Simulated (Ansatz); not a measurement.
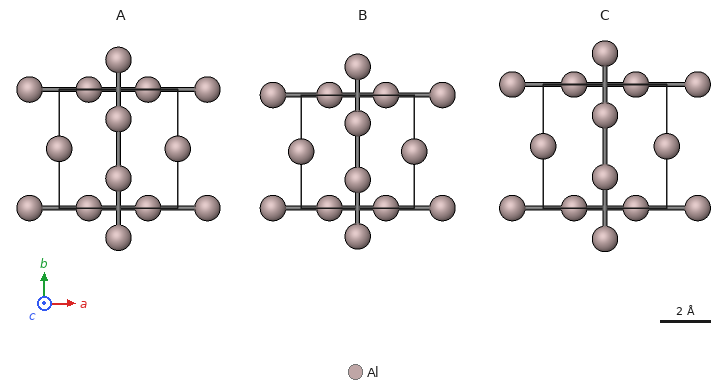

3 geometries from one relaxation of solid Al (a generated structure, set up in Pm-3n) (coarse preliminary run), in shuffled order. Style: ball-and-stick. Shown: the cell of the calculation, along the c axis.

Theory: Ansatz 0.2.0, DFT PBE, scalar-relativistic, plane waves, PAW. Settings: plane-wave cutoff 420 eV; k-point mesh 4 × 4 × 4; occupations gaussian; smearing width 0.1 eV; no spin polarisation; cell and atoms relaxed; force threshold 0.04 eV/Å; at most 70 steps.

**Order the frames from highest to lowest energy.**

B, A, C. They are steps 0, 1, 4, at +311 meV per atom, +65.7 meV per atom relative to the last. No atom moves by more than 0.005 Å relative to the cell. Cell: a = b = c 4.569 → 4.996 Å (+9.3 %). Volume +30.7 %. Some distances before and after: Al–Al 2.284 → 2.498 Å. The space group stays Pm-3n (No. 223). Over 3 accepted moves (4 points after the start) the energy falls by 311 meV per atom. All forces vanish by symmetry, so only the cell relaxes. The pressure goes from 25.23 to 0.18 GPa. At 1 point the geometry stayed and the basis and grid were re-selected for the new cell (energy shift of 6.7 meV per atom at most each time). Cost: 3 s on 1 thread of Intel(R) Xeon(R) 6975P-C (Granite Rapids), on a shared host, peak memory 0.4 GiB.
